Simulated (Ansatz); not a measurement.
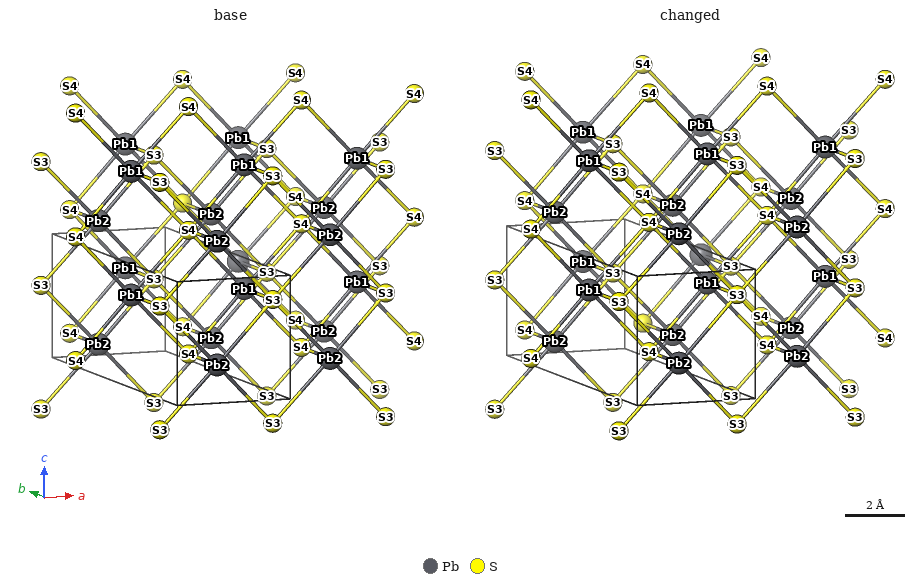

Left: a symmetric starting cell of PbS (made from another compound by putting S in place of Se). Right: the same structure after one change, at the same scale. Style: ball-and-stick. Shown: the conventional cell (2 times the calculation's cell), repeated 2 × 1 × 2 with one cell outlined, slightly off an axis. Lengths and directions refer to the drawn axes.

Computed with DFT PBE, scalar-relativistic, plane waves, PAW (Ansatz 0.2.0). Set-up: plane-wave cutoff 420 eV; k-point mesh 8 × 8 × 6; occupations gaussian; smearing width 0.02 eV; no spin polarisation.

Which change leads from the left to the right?

All lengths are scaled by +4.6 % (volume +14.3 %), the atoms keeping their fractional coordinates. No relaxation follows. The starting cell wasn't computed here and needn't be at equilibrium, so pressure and forces aren't due to the change alone.

And its effect?

The pressure is −4.7 GPa (not all of it need come from the change, since the unchanged cell can be under pressure at this level too). The principal stresses (compression positive) are −4.5 GPa along b, −4.8 GPa along c, −5.0 GPa along a. The largest forces, 0.58 eV/Å, act on Pb1 and Pb2; on Pb1 it points along −b. Near-neighbour distances before and after: Pb–S 2.994 → 3.130 Å, Pb–S 2.721 → 2.845 Å. The space group stays Cmcm (No. 63).
